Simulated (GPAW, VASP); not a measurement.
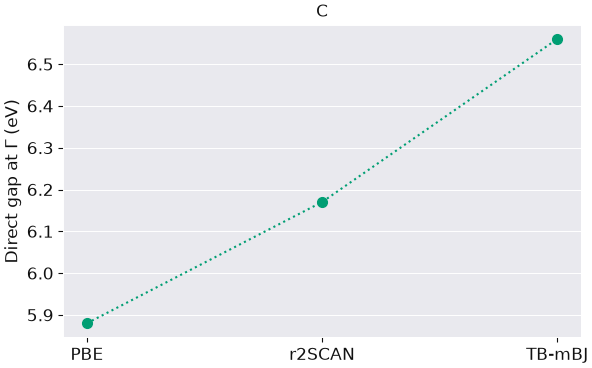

Direct gap at Γ, by several methods on one cell of C, space group Cmmm, 8 atoms in the primitive cell; a = 4.85 Å, b = 4.85 Å, c = 2.50 Å, α = 90.00°, β = 90.00°, γ = 128.23°. All runs are without spin-orbit coupling and carry no moments. The cell is at 8 GPa in PBE. The smallest gap is indirect or lies off these points.

Q: How do the methods rank at Γ?

A: From low to high: PBE 5.88, r2SCAN 6.17, TB-mBJ 6.56 eV.

| method | program | Γ (eV) |
| --- | --- | --- |
| PBE | VASP | 5.88 |
| r2SCAN | GPAW | 6.17 |
| TB-mBJ | GPAW | 6.56 |

Settings. PBE: VASP PAW PBE potentials, release 64 (C), 7×7×11 k mesh, 520 eV cutoff, Fermi-Dirac smearing of 0.05 eV (VASP 6.6.1). r2SCAN: GPAW PAW data sets (gpaw-data 1.2.1), 5×5×7 k mesh, 800 eV cutoff, Fermi-Dirac smearing of 0.05 eV (GPAW). TB-mBJ: GPAW PAW data sets for LDA (gpaw-data 1.2.1), 6×6×8 k mesh, 800 eV cutoff, Fermi-Dirac smearing of 0.05 eV (GPAW).

The runs come from different programs and meshes, which adds differences of its own. This isn't the form of C at room conditions, which is graphite. LDA, GGA and most meta-GGA functionals understate gaps. r2SCAN and TB-mBJ: the PAW data sets were made with another functional. TB-mBJ: this is a model potential built to give gaps, with no total energy. Over all k points computed the smallest gap is 3.50 eV in PBE (mesh alone), 3.53 eV in r2SCAN and 4.55 eV in TB-mBJ (mesh alone), and a mesh with an odd division can miss a smaller one.
